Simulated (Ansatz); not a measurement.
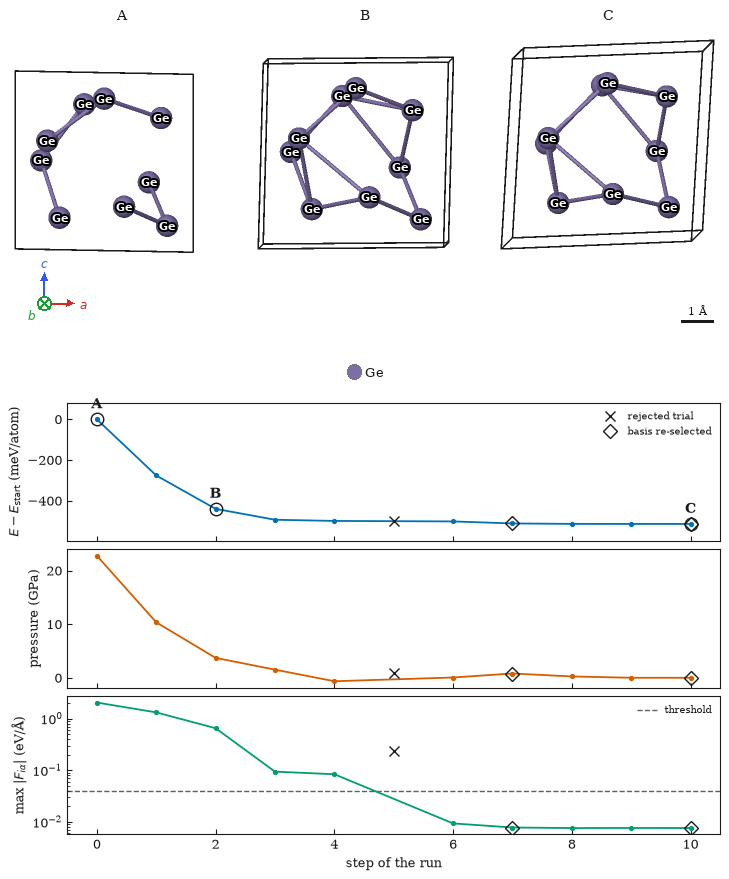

Frames of a relaxation of solid Ge (a generated structure, set up in R32) (coarse preliminary run), marked on the history of the run. A ball-and-stick model of the cell of the calculation, seen along the b axis.

Computed with DFT PBE, scalar-relativistic, plane waves, PAW (Ansatz 0.2.0).

The input:
```yaml
crystal:
  lattice:
    - [3.9928576, 2.30527741, 3.17069688]
    - [-3.9928576, 2.30527741, 3.17069688]
    - [0.0, -4.61055482, 3.17069688]
  atoms:
    - { symbol: Ge, position: [0.75126141, 0.82003198, 0.38823867] }
    - { symbol: Ge, position: [0.38823867, 0.75126141, 0.82003198] }
    - { symbol: Ge, position: [0.82003198, 0.38823867, 0.75126141] }
    - { symbol: Ge, position: [0.61176133, 0.17996802, 0.24873859] }
    - { symbol: Ge, position: [0.17996802, 0.24873859, 0.61176133] }
    - { symbol: Ge, position: [0.24873859, 0.61176133, 0.17996802] }
    - { symbol: Ge, position: [0.14605396, 0.85394604, 0.5] }
    - { symbol: Ge, position: [0.5, 0.14605396, 0.85394604] }
    - { symbol: Ge, position: [0.85394604, 0.5, 0.14605396] }
basis:
  ecutwfc: 420
kpoints:
  mp_grid: { grid: [3, 3, 3] }
hamiltonian:
  xc: pbe
scf:
  occupations: { method: gaussian, width: 0.1 }
  lower_state_search: "off"
output:
  forces: true
  stress: true
  eigenvalues: true
relax:
  adjacent_minimum: "off"
  f_tol: 0.04
  max_steps: 70
  cell: { stress_tol: 0.4 }
```

Run as
```bash
ansatz run input.yaml --threads 1 --pin off --max-ram 2560MiB --backend cpu --events-out ev --progress --plain --runs-dir out
```

**What happens along the run?**

The largest moves relative to the cell, 0.32 Å, are those of Ge1, Ge2, Ge3, Ge4, Ge5 and Ge6. Ge6 goes roughly along [0 −3 1]. The volume changes by +20.8 %, with a = b = c 5.596 → 5.987 Å (+7.0 %), α 91.1° → 84.2°, β 91.1° → 84.2°, γ 91.1° → 84.2°. Among the contacts that change: Ge1–Ge2 3.209 → 2.707 Å, Ge1–Ge4 2.317 → 2.705 Å, Ge1–Ge7 2.288 → 2.570 Å, Ge1–Ge9 2.313 → 2.577 Å. Among the angles between lasting bonds that change: Ge1–Ge4–Ge9 124.4° → 113.9°, Ge3–Ge9–Ge6 101.9° → 109.4°, Ge8–Ge4–Ge9 87.5° → 94.8°. The space group stays R32 (No. 155). Over 7 accepted moves (10 points after the start) the energy falls by 513 meV per atom. Largest force component: 2 eV/Å at the start, 0.0076 eV/Å at the end. The pressure goes from 22.80 to 0.03 GPa. The line search rejected the trial step at point 5 of the run. The SCF was repeated twice at an unchanged geometry on a basis and grid sized afresh for the cell, which shifted the energy by 9.9 meV per atom at most. From step 0 to 2: Ge atoms move most (0.20 Å), volume +12.7 %, energy −439 meV per atom. From step 2 to 10: Ge atoms move most (0.18 Å), volume +7.2 %, energy −74.1 meV per atom.

```csv
step,"E − E(0), meV/atom","largest force component, eV/Å","pressure, GPa","volume, Å³/atom",note
0,0.00,2.0379,22.80,19.457,
1,-275.37,1.3130,10.37,21.139,
2,-439.26,0.6490,3.74,21.935,
3,-492.78,0.0936,1.54,22.382,
4,-498.54,0.0834,-0.62,23.261,
5,-497.10,0.2339,0.98,23.069,rejected
6,-500.98,0.0093,0.08,23.153,
7,-510.93,0.0078,0.82,23.153,"same geometry, new basis"
8,-513.06,0.0076,0.28,23.392,
9,-513.32,0.0076,0.03,23.505,
10,-513.38,0.0076,0.03,23.505,"same geometry, new basis"
```

Limits of the set-up: the k-point mesh is coarse for a cell with partly filled bands.
